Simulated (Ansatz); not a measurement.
# Geometry relaxation of Zn6GaO8 (part 1 of 2)

- system: Zn6GaO8 (defect cell, 15 atoms in the cell)
- method: DFT LDA, scalar-relativistic, plane waves, PAW, PAW set soft_1, spin-polarised (Ansatz 0.2.0)

The structure derives from an entry of the Crystallography Open Database. It belongs to a series of runs on one base structure; here: end point A relaxed.

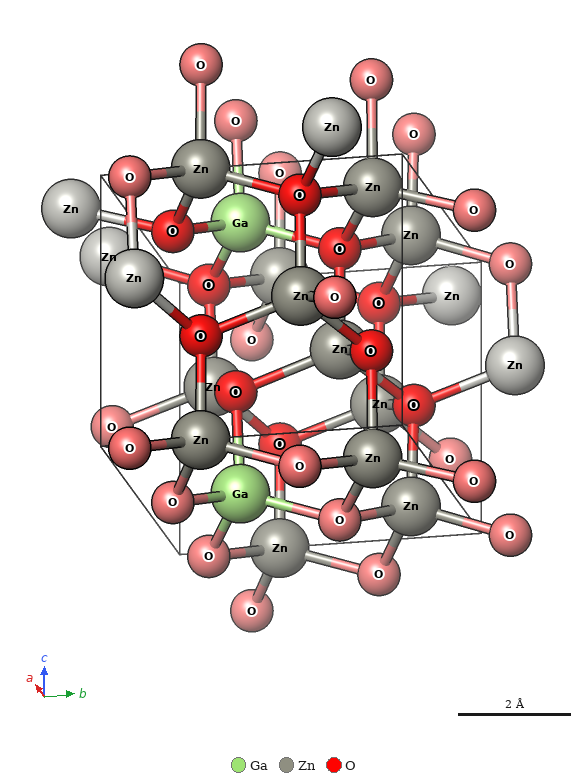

The starting structure (ball-and-stick view of the cell of the calculation, seen at an oblique angle; neighbours outside the cell are drawn fainter). An atom can appear more than once, as a periodic image.

### Summary

```csv
quantity,value
outcome,converged
electrons treated,133
free energy,−27627.1589 eV
Fermi energy,6.169 eV
net moment of the cell,0.00 μB
integrated absolute moment,0.00 μB
final volume,180.44 Å³
largest force (length of the vector) at the end,0.022 eV/Å
hardware,"2 threads of Arm Neoverse V1, 24 GiB of memory available, shared host"
wall time,2.4 min (CPU time 4.7 min)
peak memory,0.6 GiB
```

### Notes

The electronic state found may not be the lowest one. Notes on the run: a screening estimate came out negative during mixing; the PAW datasets were made with another functional; some starting moments were not kept. The k-point mesh is coarse for a cell of this size, so the results may not be converged.

### Input
```yaml
crystal:
  lattice:
    - [-3.195, -5.533902, 0.0]
    - [4.7925, -2.766951, 0.0]
    - [0.0, 0.0, 5.1027]
  atoms:
    - { symbol: Ga, position: [0.4993744, 0.3320655, -0.0008427], spin: 1.0 }
    - { symbol: Zn, position: [0.5066454, 0.6634656, 0.502383] }
    - { symbol: O, position: [0.4979916, 0.3170604, 0.3764348] }
    - { symbol: O, position: [0.496819, 0.6610801, 0.8777542] }
    - { symbol: Zn, position: [0.2546762, 0.8338492, 0.0105638] }
    - { symbol: Zn, position: [0.2502544, 0.177363, 0.5056818] }
    - { symbol: O, position: [0.2468731, 0.8416746, 0.3853983] }
    - { symbol: O, position: [0.2546019, 0.1636307, 0.8787905] }
    - { symbol: Zn, position: [0.0034295, 0.3326297, -0.0037359] }
    - { symbol: Zn, position: [0.00464, 0.6654094, 0.5009957] }
    - { symbol: O, position: [-0.0015211, 0.3327464, 0.3820257] }
    - { symbol: O, position: [0.0061778, 0.6625875, 0.8720902] }
    - { symbol: Zn, position: [0.7462312, 0.8356334, -0.0086542] }
    - { symbol: O, position: [0.7503192, 0.8326442, 0.3862051] }
    - { symbol: O, position: [0.7450678, 0.1728439, 0.8811517] }
magnetization:
  spin_polarized: true
basis:
  ecutwfc: 420.0
kpoints:
  mp_grid: { grid: [2, 2, 2] }
hamiltonian:
  xc: lda
  pseudopotentials: { kind: paw, azcp: { folder: soft_1 } }
scf:
  occupations: { method: fermi_dirac, width: 0.02 }
  lower_state_search: "off"
relax:
  f_tol: 0.03
  max_steps: 60
  adjacent_minimum: "off"
output:
  write_density: true
  write_potential: true
  elf: true
  volumetric_format: npy
```

Run as:
```bash
ansatz run input.yaml --threads 2 --pin off --max-ram 5120MiB --backend cpu --events-out ev --progress --plain --runs-dir out
```

### Log
```
Warning: [file] the record states the generating functional pbe (its physics header spells it `PBE`), which answers neither for hamiltonian.xc's functional nor for the lda family's — results may be inconsistent (PPs are generated against a specific XC)
Warning: [file] the record states the generating functional pbe (its physics header spells it `PBE`), which answers neither for hamiltonian.xc's functional nor for the lda family's — results may be inconsistent (PPs are generated against a specific XC)
Warning: [file] the record states the generating functional pbe (its physics header spells it `PBE`), which answers neither for hamiltonian.xc's functional nor for the lda family's — results may be inconsistent (PPs are generated against a specific XC)
Engine: ansatz 0.2.0, aarch64-unknown-linux-gnu
Pseudopotentials: kind: paw
Pseudopotential: Ga, paw, valence charge 13, recommended cutoff 420 eV (normal), [file]
Pseudopotential: Zn, paw, valence charge 12, recommended cutoff 420 eV (normal), [file]
Pseudopotential: O, paw, valence charge 6, recommended cutoff 420 eV (normal), [file]
Functional definition: SPW92
  exchange = slater_x
  correlation = pw_c
Crystal: 15 atoms, lattice volume = 180.440 Å³
Basis set: ecut = 420 eV, 3535 PW (Γ)
Bands: 82, of which v1, the nominal top of the filled ones, is band 67 counted from 1 (66 counted from 0)
Symmetry: 1 space group operations
Space group: P1 (ITA 1), of the structure as read, at distance tolerance 5.7e-5 Å
Magnetic group: BNS 1.1 (UNI 1), of the structure as read, at distance tolerance 5.7e-5 Å
k-points: 8
Non-local potential: Ga, projectors of the file, l = 0: 2, l = 1: 2, l = 2: 3, l = 3: 1
Non-local potential: Zn, projectors of the file, l = 0: 2, l = 1: 2, l = 2: 3, l = 3: 1
Non-local potential: O, projectors of the file, l = 0: 2, l = 1: 2, l = 2: 1
PAW form: soft (Blöchl's): semilocal exchange-correlation on the pseudo side does not see the compensation charge
PAW frozen core: Ga, regenerated for the run's functional, and the local potential with it (the file was generated under x = pbe(κ = 0.804, μ = 0.2195149727645171), c = pbe(β = 0.06672455060314922))
PAW frozen core: Zn, regenerated for the run's functional, and the local potential with it (the file was generated under x = pbe(κ = 0.804, μ = 0.2195149727645171), c = pbe(β = 0.06672455060314922))
PAW frozen core: O, regenerated for the run's functional, and the local potential with it (the file was generated under x = pbe(κ = 0.804, μ = 0.2195149727645171), c = pbe(β = 0.06672455060314922))
PAW one-centre angular grid: Ga, 590 points (default); XC on 64 Gauss nodes
PAW one-centre angular grid: Zn, 590 points (default); XC on 64 Gauss nodes
PAW one-centre angular grid: O, 110 points (default); XC on 64 Gauss nodes
Initial density: superposition of atomic densities (chi_scale 0.1, normalization cell, long waves kept (reshape's long-wave potential 0.30 eV rms))
Starting moments: Σ|m| = 1 μB on 1 of 15 sites
Initial wavefunctions: pseudopotential atomic-orbital guess
Functional: x = slater, c = lda
SCF iter   1: F=—  HF=-27630.001041 eV  |F-HF|=—  |Δ(HF+E_count)|=         —  Δρ=7.37e-2 (↑5.65e-2 ↓7.37e-2)  dr2=1.26e1  dr2_m=2.04e0  M=0.019 μB ∫|m|=0.069 μB  β_m=0.30  ethr=3.10e-3  ⟨swp⟩=6.1  Hψ=5672  notcnv=0  defer=2
preconditioner: auto → Resta (q_TF=auto, 2.593 Å⁻¹)  ε∞=5.8  [insulator: Δε(μ)=0.082 eV  Ē_g=14.533 eV  σ=0.020 eV  W_gap=0.77  n_scr=56 (ndim 8)  ℏωp=31.9 eV  f_vac=0.020  D(μ)=5.16/eV (n_scr^D=34)  ε∞_Penn≈5.8]
spin=Collinear: Resta preconditioning applied to the charge; magnetization (m = ρ↑ − ρ↓) channel mixes plain (no charge-response kernel on spin).
SCF iter   2: F=—  HF=-27627.188738 eV  |F-HF|=—  |Δ(HF+E_count)|=    2.81e0  Δρ=4.30e-2 (↑2.87e-2 ↓4.30e-2)  dr2=3.35e0  dr2_m=1.01e0  M=0.036 μB ∫|m|=0.065 μB  β_m=0.30  ethr=3.10e-3  ⟨swp⟩=2.0  Hψ=2490  notcnv=0  defer=134
preconditioner: auto → Kerker (q_TF=auto, 2.593 Å⁻¹)  [metal: Δε(μ)=0.005 eV  Ē_g=13.947 eV  σ=0.020 eV  W_gap=0.06  n_scr=56 (ndim 8)  ℏωp=31.9 eV  f_vac=0.020  D(μ)=11.65/eV (n_scr^D=128)]
spin=Collinear: Kerker preconditioning applied to the charge; magnetization (m = ρ↑ − ρ↓) channel mixes plain (no charge-response kernel on spin).
SCF iter   3: F=—  HF=-27626.504661 eV  |F-HF|=—  |Δ(HF+E_count)|=   6.84e-1  Δρ=2.52e-2 (↑1.64e-2 ↓2.52e-2)  dr2=8.86e-1  dr2_m=5.00e-1  M=0.019 μB ∫|m|=0.044 μB  β_m=0.30  ethr=2.52e-3  ⟨swp⟩=3.0  Hψ=2462  notcnv=0  defer=134
SCF iter   4: F=—  HF=-27626.349815 eV  |F-HF|=—  |Δ(HF+E_count)|=   1.55e-1  Δρ=1.64e-2 (↑1.13e-2 ↓1.64e-2)  dr2=3.27e-1  dr2_m=2.48e-1  M=0.024 μB ∫|m|=0.041 μB  β_m=0.30  ethr=6.66e-4  ⟨swp⟩=2.0  Hψ=1303  notcnv=0  defer=134
SCF iter   5: F=—  HF=-27626.328416 eV  |F-HF|=—  |Δ(HF+E_count)|=   2.14e-2  Δρ=1.01e-2 (↑1.01e-2 ↓8.71e-3)  dr2=6.61e-2  dr2_m=1.23e-1  M=0.028 μB ∫|m|=0.040 μB  β_m=0.30  ethr=2.46e-4  ⟨swp⟩=2.8  Hψ=2347  notcnv=0  defer=134
SCF iter   6: F=—  HF=-27626.339110 eV  |F-HF|=—  |Δ(HF+E_count)|=   1.07e-2  Δρ=7.22e-3 (↑7.22e-3 ↓6.42e-3)  dr2=4.91e-2  dr2_m=6.12e-2  M=0.027 μB ∫|m|=0.036 μB  β_m=0.30  ethr=4.97e-5  ⟨swp⟩=2.1  Hψ=2308  notcnv=0  defer=134
Mixer restart at iter 6: flushing history
spin-set hold released at iteration 6 (site moments contracting): the magnetisation degrees of freedom join the quasi-Newton model from the next iteration; the mixer history was flushed
SCF iter   7: F=—  HF=-27626.338284 eV  |F-HF|=—  |Δ(HF+E_count)|=   8.26e-4  Δρ=4.95e-3 (↑4.95e-3 ↓4.30e-3)  dr2=1.67e-2  dr2_m=3.05e-2  M=0.035 μB ∫|m|=0.041 μB  β_m=0.58  ethr=3.69e-5  ⟨swp⟩=2.0  Hψ=1290  notcnv=0  defer=134
SCF iter   8: F=—  HF=-27626.350226 eV  |F-HF|=—  |Δ(HF+E_count)|=   1.19e-2  Δρ=4.15e-3 (↑3.86e-3 ↓4.15e-3)  dr2=1.10e-1  dr2_m=1.43e-3  M=0.047 μB ∫|m|=0.050 μB  β_m=0.47  ethr=1.26e-5  ⟨swp⟩=2.0  Hψ=2276  notcnv=0  defer=134
SCF iter   9: F=—  HF=-27626.339314 eV  |F-HF|=—  |Δ(HF+E_count)|=   1.09e-2  Δρ=7.37e-4 (↑7.37e-4 ↓5.30e-4)  dr2=2.85e-3  dr2_m=3.25e-4  M=0.073 μB ∫|m|=0.076 μB  β_m=0.50  ethr=1.26e-5  ⟨swp⟩=2.0  Hψ=2340  notcnv=0  defer=134
SCF iter  10: F=—  HF=-27626.339352 eV  |F-HF|=—  |Δ(HF+E_count)|=   3.80e-5  Δρ=7.77e-4 (↑6.14e-4 ↓7.77e-4)  dr2=1.34e-3  dr2_m=6.15e-4  M=0.100 μB ∫|m|=0.103 μB  β_m=0.75  ethr=2.14e-6  ⟨swp⟩=1.5  Hψ=1254  notcnv=0  defer=134
SCF iter  11: F=—  HF=-27626.339872 eV  |F-HF|=—  |Δ(HF+E_count)|=   5.20e-4  Δρ=1.08e-3 (↑1.08e-3 ↓9.02e-4)  dr2=1.03e-3  dr2_m=1.49e-3  M=0.165 μB ∫|m|=0.170 μB  β_m=0.87  ethr=1.01e-6  ⟨swp⟩=2.0  Hψ=2150  notcnv=0  defer=134
SCF iter  12: F=—  HF=-27626.341012 eV  |F-HF|=—  |Δ(HF+E_count)|=   1.14e-3  Δρ=1.35e-3 (↑1.35e-3 ↓1.35e-3)  dr2=2.49e-4  dr2_m=2.96e-3  M=0.264 μB ∫|m|=0.274 μB  β_m=0.94  ethr=7.72e-7  ⟨swp⟩=2.0  Hψ=2150  notcnv=0  defer=134
SCF iter  13: F=—  HF=-27626.342544 eV  |F-HF|=—  |Δ(HF+E_count)|=   1.53e-3  Δρ=1.40e-3 (↑1.35e-3 ↓1.40e-3)  dr2=3.04e-4  dr2_m=3.05e-3  M=0.339 μB ∫|m|=0.356 μB  β_m=0.97  ethr=1.88e-7  ⟨swp⟩=2.1  Hψ=2187  notcnv=0  defer=134
SCF iter  14: F=—  HF=-27626.342302 eV  |F-HF|=—  |Δ(HF+E_count)|=   2.42e-4  Δρ=1.42e-3 (↑1.42e-3 ↓1.37e-3)  dr2=3.89e-4  dr2_m=3.12e-3  M=0.329 μB ∫|m|=0.346 μB  β_m=0.34  ethr=1.88e-7  ⟨swp⟩=2.0  Hψ=2224  notcnv=0  defer=134
SCF iter  15: F=—  HF=-27626.343019 eV  |F-HF|=—  |Δ(HF+E_count)|=   7.17e-4  Δρ=1.34e-3 (↑1.34e-3 ↓1.29e-3)  dr2=6.32e-4  dr2_m=2.80e-3  M=0.362 μB ∫|m|=0.384 μB  β_m=0.14  ethr=1.88e-7  ⟨swp⟩=2.0  Hψ=2232  notcnv=0  defer=134
SCF iter  16: F=—  HF=-27626.342296 eV  |F-HF|=—  |Δ(HF+E_count)|=   7.23e-4  Δρ=1.40e-3 (↑1.31e-3 ↓1.40e-3)  dr2=5.58e-4  dr2_m=2.85e-3  M=0.321 μB ∫|m|=0.337 μB  β_m=0.84  ethr=1.88e-7  ⟨swp⟩=2.0  Hψ=2265  notcnv=0  defer=134
SCF iter  17: F=—  HF=-27626.340900 eV  |F-HF|=—  |Δ(HF+E_count)|=   1.40e-3  Δρ=1.42e-3 (↑1.42e-3 ↓1.31e-3)  dr2=1.10e-3  dr2_m=2.83e-3  M=0.259 μB ∫|m|=0.270 μB  β_m=0.20  ethr=1.88e-7  ⟨swp⟩=2.2  Hψ=2201  notcnv=0  defer=134
SCF iter  18: F=—  HF=-27626.339745 eV  |F-HF|=—  |Δ(HF+E_count)|=   1.15e-3  Δρ=9.82e-4 (↑9.33e-4 ↓9.82e-4)  dr2=4.62e-4  dr2_m=1.42e-3  M=0.163 μB ∫|m|=0.170 μB  β_m=0.96  ethr=1.88e-7  ⟨swp⟩=2.2  Hψ=2220  notcnv=0  defer=134
SCF iter  19: F=—  HF=-27626.339187 eV  |F-HF|=—  |Δ(HF+E_count)|=   5.59e-4  Δρ=5.58e-4 (↑5.58e-4 ↓4.09e-4)  dr2=5.43e-4  dr2_m=1.94e-4  M=0.045 μB ∫|m|=0.046 μB  β_m=0.98  ethr=1.88e-7  ⟨swp⟩=2.4  Hψ=2302  notcnv=0  defer=134
SCF iter  20: F=—  HF=-27626.339038 eV  |F-HF|=—  |Δ(HF+E_count)|=   1.49e-4  Δρ=3.76e-4 (↑3.76e-4 ↓2.48e-4)  dr2=2.11e-4  dr2_m=1.15e-4  M=-0.049 μB ∫|m|=0.052 μB  β_m=0.75  ethr=1.88e-7  ⟨swp⟩=2.2  Hψ=2194  notcnv=0  defer=134
SCF iter  21: F=—  HF=-27626.339037 eV  |F-HF|=—  |Δ(HF+E_count)|=   4.41e-7  Δρ=3.86e-4 (↑2.35e-4 ↓3.86e-4)  dr2=1.05e-4  dr2_m=1.39e-4  M=-0.056 μB ∫|m|=0.059 μB  β_m=0.20  ethr=1.59e-7  ⟨swp⟩=2.0  Hψ=2183  notcnv=0  defer=134
[...]
WARN: the starting moments were not kept: the SCF closed with an absolute magnetisation of 5.7e-4 μB, where they sum to 1 μB in size (1 site). That is at most 0.1 of that sum. Measured as dr2_m measures the in/out step, that magnetisation stands 8.8e-8 eV from none, at or under the dr2_threshold of 2.3e-5 eV: it is no larger than a step whose dr2_m would equal this threshold. The system may hold no moment; this SCF shows only that its start led to no more than that. To try another start: raise the starting moments (crystal.atoms[].spin, magnetization.per_species, magnetization.initial_magnetization, or on a non-collinear deck that types none of these the spinor_matrix: blocks that start its atoms; where the total moment is fixed, keep their sum and leave initial_magnetization as it is; typed ones take the place of any that the run laid by itself, positive ones on a crystal's lanthanoids without a Hubbard term where scf.initial_density.shell_occupations: [] is typed) or, if the notice of its spin-set hold's release reads "site moments contracting" or "site moments show no strong build", lengthen the hold (scf.mixing.spin_hold: { on: { confirm: 4 } }; for m-r²SCAN on two components see the key's manual first). Each may lead to a state that holds a moment. A second SCF, from the converged charge density, with the starting moments and any scf.initial_density.shell_occupations laid on it anew, would have followed, and was not run: the deck does not ask for one (magnetization.retry_lost_moments is false, the default). To let it run, set magnetization.retry_lost_moments: true and run the deck again, where that key's refused combinations let it; where memory then withholds it, that run's warning says so.
The SCF converged. Along the directions that its mixing steps explored, a Ritz value of the dielectric operator 1 − χ₀K read negative at each of the last 4 readings (its real part and the size of its imaginary part sum to between -0.86 and -0.82).
  greatest PAW one-centre occupation: 0.996 electrons in one spin orbital (limit 2), on the Ga atom at site 0 (counted from 0), in its partial waves of l = 2
relax step   1: F+E_penalty+E_count = -27626.33896971 eV  Δ(F+E_penalty+E_count) = +0.000e0 eV  max|allowed force component| = 1.356e0 eV/Å  Δτ_max = 0.0000 Å  (42 SCF iters, dr2 threshold 2.25e-5 eV, accepted)
Initial density: handed on by an earlier stage of this run
Starting moments: Σ|m| = 1 μB on 1 of 15 sites; this step starts from the density that it was given
Initial wavefunctions: those handed on with the density
preconditioner: auto → Kerker (q_TF=auto, 2.593 Å⁻¹)  [metal: Δε(μ)=0.024 eV  Ē_g=13.422 eV  σ=0.020 eV  W_gap=0.29  n_scr=56 (ndim 8)  ℏωp=31.9 eV  f_vac=0.062  D(μ)=11.23/eV (n_scr^D=118)]
spin=Collinear: Kerker preconditioning applied to the charge; magnetization (m = ρ↑ − ρ↓) channel mixes plain (no charge-response kernel on spin).
the starting moments were not kept: the SCF closed with an absolute magnetisation of 4.2e-4 μB, where they sum to 1 μB in size (1 site). That is at most 0.1 of that sum. Measured as dr2_m measures the in/out step, that magnetisation stands 6.6e-8 eV from none, at or under the dr2_threshold of 1.0e-7 eV: it is no larger than a step whose dr2_m would equal this threshold.
The SCF converged. Along the directions that its mixing steps explored, a Ritz value of the dielectric operator 1 − χ₀K read negative at each of the last 4 readings (its real part and the size of its imaginary part sum to between -0.74 and -0.74).
relax step   2: F+E_penalty+E_count = -27626.84807966 eV  Δ(F+E_penalty+E_count) = -5.091e-1 eV  max|allowed force component| = 7.911e-1 eV/Å  Δτ_max = 0.1000 Å  (19 SCF iters, accepted)
preconditioner: auto → Kerker (q_TF=auto, 2.593 Å⁻¹)  [metal: Δε(μ)=0.033 eV  Ē_g=13.555 eV  σ=0.020 eV  W_gap=0.39  n_scr=56 (ndim 8)  ℏωp=31.9 eV  f_vac=0.075  D(μ)=9.28/eV (n_scr^D=86)]
spin=Collinear: Kerker preconditioning applied to the charge; magnetization (m = ρ↑ − ρ↓) channel mixes plain (no charge-response kernel on spin).
the starting moments were not kept: the SCF closed with an absolute magnetisation of 1.2e-4 μB, where they sum to 1 μB in size (1 site). That is at most 0.1 of that sum. Measured as dr2_m measures the in/out step, that magnetisation stands 5.4e-9 eV from none, at or under the dr2_threshold of 1.0e-7 eV: it is no larger than a step whose dr2_m would equal this threshold.
The SCF converged. Along the directions that its mixing steps explored, a Ritz value of the dielectric operator 1 − χ₀K read negative at each of the last 4 readings (its real part and the size of its imaginary part sum to between -0.43 and -0.42).
  greatest PAW one-centre occupation: 0.997 electrons in one spin orbital (limit 2), on the Ga atom at site 0 (counted from 0), in its partial waves of l = 2
relax step   3: F+E_penalty+E_count = -27627.15137996 eV  Δ(F+E_penalty+E_count) = -3.033e-1 eV  max|allowed force component| = 2.059e-1 eV/Å  Δτ_max = 0.1318 Å  (21 SCF iters, accepted)
preconditioner: auto → Kerker (q_TF=auto, 2.593 Å⁻¹)  [metal: Δε(μ)=0.046 eV  Ē_g=13.616 eV  σ=0.020 eV  W_gap=0.47  n_scr=56 (ndim 8)  ℏωp=31.9 eV  f_vac=0.079  D(μ)=11.00/eV (n_scr^D=106)]
spin=Collinear: Kerker preconditioning applied to the charge; magnetization (m = ρ↑ − ρ↓) channel mixes plain (no charge-response kernel on spin).
the starting moments were not kept: the SCF closed with an absolute magnetisation of 2.4e-5 μB, where they sum to 1 μB in size (1 site). That is at most 0.1 of that sum. Measured as dr2_m measures the in/out step, that magnetisation stands 2.0e-10 eV from none, at or under the dr2_threshold of 1.0e-7 eV: it is no larger than a step whose dr2_m would equal this threshold.
The SCF converged. Along the directions that its mixing steps explored, a Ritz value of the dielectric operator 1 − χ₀K read negative at each of the last 4 readings (its real part and the size of its imaginary part sum to between -0.41 and -0.40).
relax step   4: F+E_penalty+E_count = -27627.15773965 eV  Δ(F+E_penalty+E_count) = -6.360e-3 eV  max|allowed force component| = 5.660e-2 eV/Å  Δτ_max = 0.0473 Å  (20 SCF iters, accepted)
preconditioner: auto → Kerker (q_TF=auto, 2.593 Å⁻¹)  [metal: Δε(μ)=0.034 eV  Ē_g=13.610 eV  σ=0.020 eV  W_gap=0.37  n_scr=56 (ndim 8)  ℏωp=31.9 eV  f_vac=0.078  D(μ)=11.31/eV (n_scr^D=118)]
spin=Collinear: Kerker preconditioning applied to the charge; magnetization (m = ρ↑ − ρ↓) channel mixes plain (no charge-response kernel on spin).
the starting moments were not kept: the SCF closed with an absolute magnetisation of 1.6e-5 μB, where they sum to 1 μB in size (1 site). That is at most 0.1 of that sum. Measured as dr2_m measures the in/out step, that magnetisation stands 6.3e-11 eV from none, at or under the dr2_threshold of 1.0e-7 eV: it is no larger than a step whose dr2_m would equal this threshold.
The SCF converged. Along the directions that its mixing steps explored, a Ritz value of the dielectric operator 1 − χ₀K read negative at each of the last 4 readings (its real part and the size of its imaginary part sum to between -0.41 and -0.39).
relax step   5: F+E_penalty+E_count = -27627.15885764 eV  Δ(F+E_penalty+E_count) = -1.118e-3 eV  max|allowed force component| = 1.618e-2 eV/Å  Δτ_max = 0.0226 Å  (19 SCF iters, accepted)
```

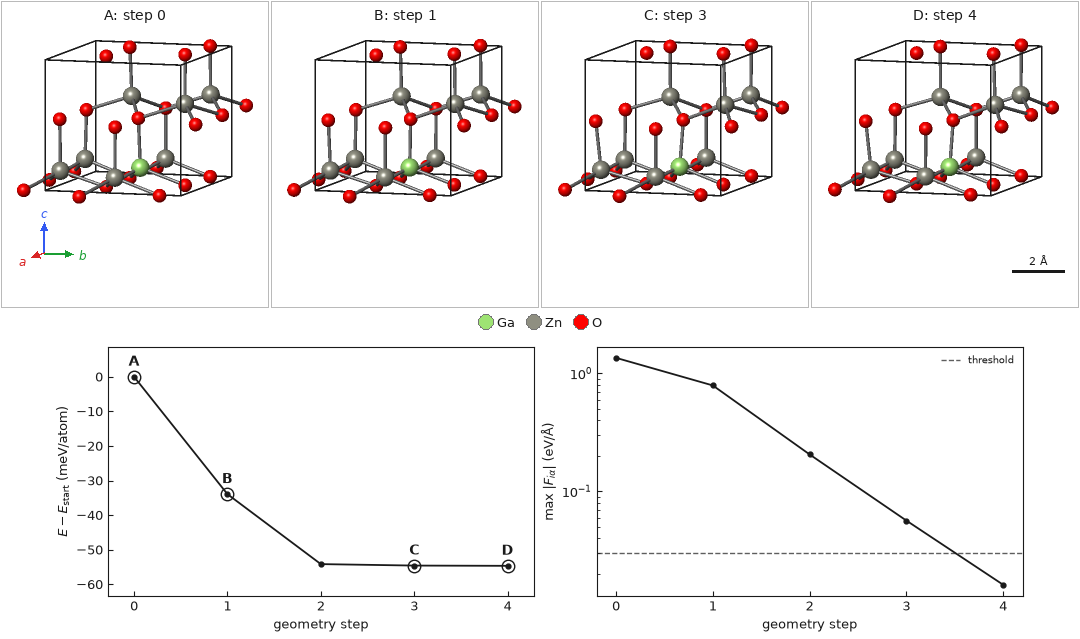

Frames of the relaxation (ball-and-stick view of the cell of the calculation (origin shifted), with bonded neighbours outside it, seen slightly off an axis) above the curves, on which the letters mark them (the first geometry is step 0 here and step 1 in the log).
